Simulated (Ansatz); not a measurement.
Given this structure:

```
CELL_PARAMETERS angstrom
5.67485 0.00000 0.00000
0.00000 5.67485 0.00000
0.00000 0.00000 5.67485
ATOMIC_POSITIONS crystal
Ge 0.50000 0.00000 0.50000
Ge 0.25000 0.25000 0.25000
Ge 0.50000 0.50000 0.00000
Ge 0.25000 0.75000 0.75000
Ge 0.00000 0.00000 0.00000
Ge 0.75000 0.25000 0.75000
Ge 0.00000 0.50000 0.50000
Ge 0.75000 0.75000 0.25000
```

Question: Work out the structure from the coordinates.

Answer: The element is germanium. The space group is Fd-3m (No. 227); the lattice is face-centred cubic. The prototype is diamond. The cell holds eight atoms. The coordination shell of Ge holds four Ge in a tetrahedral arrangement at 2.46 Å. The bonds build a three-dimensional framework.

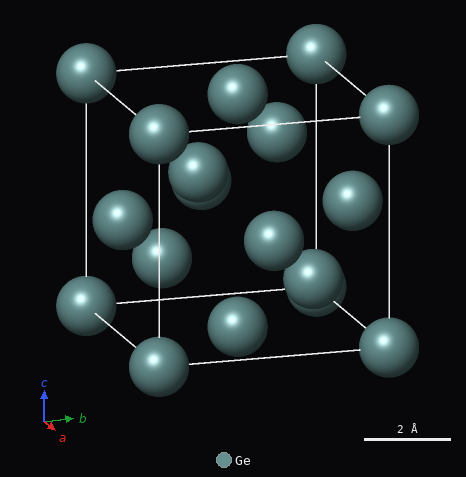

Structure drawing (spheres-only), viewed slightly off an axis. The conventional unit cell is outlined; an atom on or near a face, edge or corner is repeated at each equivalent position. Colours: germanium teal.

The cell started as a structure listed in the Materials Project. The geometry was optimised with DFT r2SCAN, scalar-relativistic, plane waves, PAW in Ansatz 0.2.0.
